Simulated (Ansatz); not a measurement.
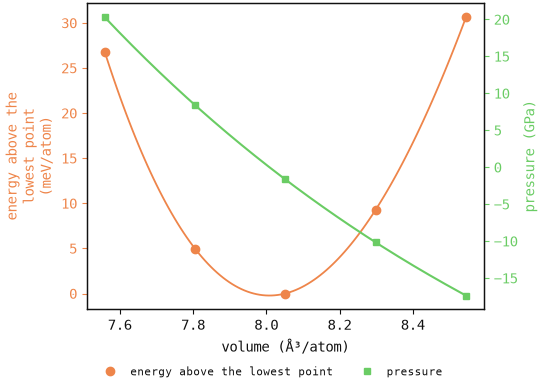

The picture above shows the energy above the lowest point and pressure against volume for MnO₂, space group Fm-3m (No. 225) (one of a set of cubic test structures, which need not be the stable phase).

How it was computed, with Ansatz 0.2.0 development build: equation of state of a cubic crystal from periodic Kohn-Sham density functional theory without spin, third-order Birch-Murnaghan fit to the free energies; pressure corrected for the finite basis. Level: r2SCAN.

structure type fluorite; atoms in cell 3; space group number 225; lattice centring face-centred primitive; k mesh 13×13×13; occupation method Fermi–Dirac; occupation width 0.1 eV; wave cutoff 700 eV; datasets hard PAW; density tolerance 1e−09 eV; bands 18; density cutoff ratio 4; search for lower states default; xc grid level 2.

### Give the fitted equation-of-state parameters.

A third-order Birch–Murnaghan fit gives V0 = 8.01 Å³/atom, B0 = 309 GPa and B′ = 4.4.

### Read off the course of the pressure.

It falls from 20.3 GPa at volume 7.5592 Å³/atom to −17.4 GPa at 8.5451 Å³/atom, and changes sign near 8.01 Å³/atom.

Limits of the calculation: cubic model structure, not the ambient form; no spin polarisation, a magnetic state may lie lower; pseudopotentials made with PBE, not this functional.
